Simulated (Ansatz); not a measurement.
## Ag: 5 runs along one coordinate

System: Ag (P6₃/mmc, 4 atoms in the cell).
Method: DFT r2SCAN, scalar-relativistic, plane waves, PAW, no spin polarisation (Ansatz 0.2.0).

The 5 runs differ only in the geometry, by a strain of the cell at fixed fractional positions. Against run 3, the strain is εzz = η. The structure derives from an entry of the Crystallography Open Database.

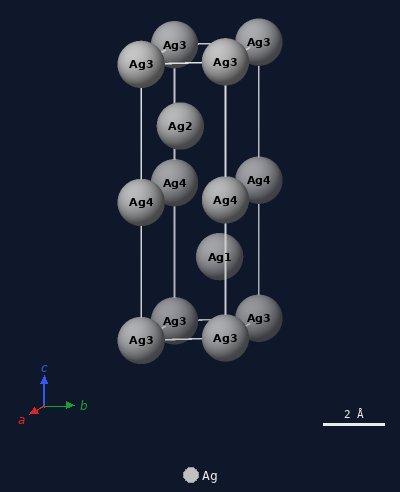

Figure 1. The structure of run 3 (spheres-only view of the cell of the calculation, seen slightly off an axis; atoms are numbered from 1 in the order of the input). An atom can appear more than once, as a periodic image.

### Input of run 3
```yaml
crystal:
  lattice:
    - [2.8180527337, 0.0, 0.0]
    - [-1.4090263668, 2.4405052566, 0.0]
    - [0.0, 0.0, 9.4669946005]
  atoms:
    - { symbol: Ag, position: [0.3333333333, 0.6666666667, 0.25] }
    - { symbol: Ag, position: [0.6666666667, 0.3333333333, 0.75] }
    - { symbol: Ag, position: [0.0, 0.0, 0.0] }
    - { symbol: Ag, position: [0.0, 0.0, 0.5] }
basis:
  ecutwfc: 500
kpoints:
  mp_grid: { grid: [18, 18, 6] }
hamiltonian:
  xc: r2scan
scf:
  occupations: { method: gaussian, width: 0.15 }
output:
  forces: true
  stress: true
  eigenvalues: true
```

Command:
```bash
ansatz run input.yaml --threads 2 --pin off --max-ram 5120MiB --backend cpu --events-out ev --progress --plain --runs-dir out
```

Lattice vectors (Å) and fractional positions of run 3:
```
   2.818053    0.000000    0.000000
  -1.409026    2.440505    0.000000
   0.000000    0.000000    9.466995
Ag  0.333333  0.666667  0.250000
Ag  0.666667  0.333333  0.750000
Ag  0.000000  0.000000  0.000000
Ag  0.000000  0.000000  0.500000
```

Run 4 differs from it as follows:
```diff
-    - [0.0, 0.0, 9.4669946005]
+    - [0.0, 0.0, 9.6089995195]
```

### Results, with one run withheld

```csv
run,strain parameter η (%),"free energy per atom, from the lowest run given (meV)",pressure (GPa)
1,−3.0000,33.36,12.25
2,−1.5000,17.34,9.79
3,0.0000,6.89,7.64
4,1.5000,?,?
5,3.0000,0.00,4.11
```

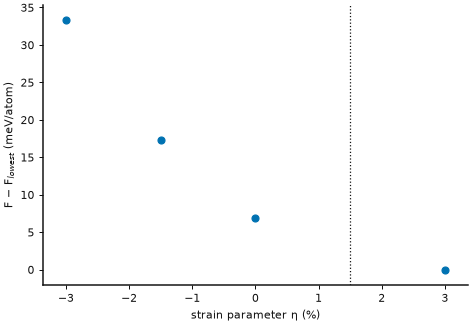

Figure 2. Free energy per atom of the runs given; the dotted line marks run 4.

Fit the runs given and predict run 4.

A quadratic polynomial in the coordinate, fitted to the 4 runs given, misses them by at most 0.20 meV per atom. With x = η + 0.3750, it reads F = 8.9765 − 6.3697 x + 1.1014 x² (meV per atom). At run 4 it gives 0.91 meV per atom, and the run itself gives 1.30. The fit has its minimum at η = 2.5166 %.

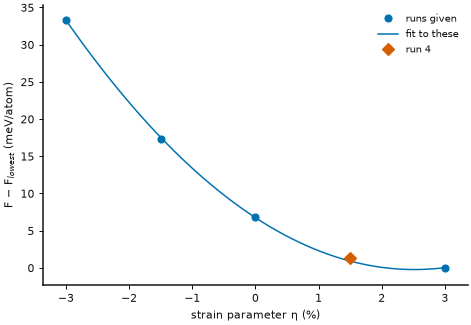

Figure 3. The fit and the withheld run.

### Output, shortened to warnings, some set-up lines, iterations and results (run 4)
```
Basis set: ecut = 500 eV, 1679 PW (Γ), exchange–correlation on 96×96×288 points (64 copies of the dense FFT grid, shifted against one another)
Symmetry: 24 space group operations
k-points: 148 of 1944
Initial density: superposition of atomic densities (neutral atoms: chi_scale 0, normalization atom), corrected by the library's trained network
[...]
SCF iter   1: F=—  HF=-30415.707265 eV  |F-HF|=—  |Δ(HF+E_count)|=         —  Δρ=1.11e-2  dr2=7.43e-2  dr2_τ=2.49e-3  ethr=1.77e-3  ⟨swp⟩=5.6  Hψ=21816  notcnv=0  defer=137
SCF iter   2: F=—  HF=-30415.696449 eV  |F-HF|=—  |Δ(HF+E_count)|=   1.08e-2  Δρ=5.69e-3  dr2=1.53e-2  dr2_τ=1.80e-3  ethr=9.77e-5  ⟨swp⟩=2.2  Hψ=11157  notcnv=0  defer=146
SCF iter   3: F=—  HF=-30415.696849 eV  |F-HF|=—  |Δ(HF+E_count)|=   3.99e-4  Δρ=1.85e-3  dr2=1.96e-3  dr2_τ=7.78e-5  ethr=2.01e-5  ⟨swp⟩=1.9  Hψ=9265  notcnv=0  defer=146
SCF iter   4: F=—  HF=-30415.697030 eV  |F-HF|=—  |Δ(HF+E_count)|=   1.82e-4  Δρ=4.44e-4  dr2=6.43e-5  dr2_τ=8.43e-6  ethr=2.58e-6  ⟨swp⟩=2.0  Hψ=9483  notcnv=0  defer=146
SCF iter   5: F=—  HF=-30415.697137 eV  |F-HF|=—  |Δ(HF+E_count)|=   1.07e-4  Δρ=9.66e-5  dr2=6.06e-6  dr2_τ=2.50e-7  ethr=8.45e-8  ⟨swp⟩=2.2  Hψ=10596  notcnv=0  defer=146
SCF iter   6: F=—  HF=-30415.697151 eV  |F-HF|=—  |Δ(HF+E_count)|=   1.39e-5  Δρ=3.16e-5  dr2=4.12e-7  dr2_τ=2.12e-8  ethr=7.98e-9  ⟨swp⟩=2.0  Hψ=9711  notcnv=0  defer=146
SCF iter   7: F=—  HF=-30415.697152 eV  |F-HF|=—  |Δ(HF+E_count)|=   7.70e-7  Δρ=1.46e-5  dr2=1.10e-7  dr2_τ=8.20e-9  ethr=1.32e-10  ⟨swp⟩=9.1  Hψ=30254  notcnv=0
SCF iter   8: F=-30415.697152 eV  HF=-30415.697152 eV  |F-HF|=8.51e-9  |Δ(HF+E_count)|=   9.75e-8  Δρ=5.55e-6  dr2=1.69e-8  dr2_τ=5.89e-10  ethr=1.32e-10  ⟨swp⟩=4.0  Hψ=21626 …
SCF 1 converged in 8 iterations: F = -30415.697152 eV  dr2 = 1.69e-8
SCF converged after 8 iterations
Free energy (F): -30415.697152 eV
Harris-Foulkes:  -30415.697152 eV  (|F-HF|=8.51e-9)
Internal energy: -30415.684143 eV  (E = F + TS)
E sigma→0 (E₀):  -30415.690647 eV
Entropy (-TS):   -0.013009 eV (-3.252 meV/atom)
Fermi energy:    18.083034 eV
--- Per-component energies (eV) ---
  E_band       = -969.336282
  E_kinetic    = 2115.175234
  E_local      = -8601.773119  (includes V_loc(G=0)·N_el)
  E_nonlocal   = 324.342292
  E_hartree    = 3939.803179
  E_xc         = -715.480508
  E_vxc        = -1054.077719  (∫ρ·V_xc dr)
  E_paw        = -15689.063123  (= ΣΔE_a)
  E_vpaw       = -1708.423316  (= ΣTr[D̂ρ^β])
  E_aug_tail   = 0.000261  (compensation charges beyond the density's cutoff)
  E_vtau       = 75.804885  (kinetic-family band-sum trace: ∫τ·v_τ [+ j·A + Jᵃ·Aᵃ] dr)
  E_ewald      = -11786.651115
  E_core_change = -2.037243  (= ΣΔE_core)
  E_smearing   = -0.013009  (= −TS)
  E_closure    = -0.000000  (closes the sum)
  Σ components = -30415.697152   (vs F -30415.697152, Δ=0.00e0)
--- Forces (eV/Å), atoms counted from 1 ---
  atom   1  Ag    -0.00000000    -0.00000000     0.00000000
  atom   2  Ag     0.00000000     0.00000000    -0.00000000
  atom   3  Ag     0.00000000     0.00000000    -0.00000000
  atom   4  Ag    -0.00000000    -0.00000000     0.00000000
  max |Σ_I F_I| component: 1.16e-18 eV/Å
--- Stress (GPa, compression-positive) ---
        7.539658      -0.000000      -0.000000
       -0.000000       7.539658      -0.000000
       -0.000000      -0.000000       2.198075
  P = ⅓ Tr σ = 5.7591 GPa (57.591 kbar)
```
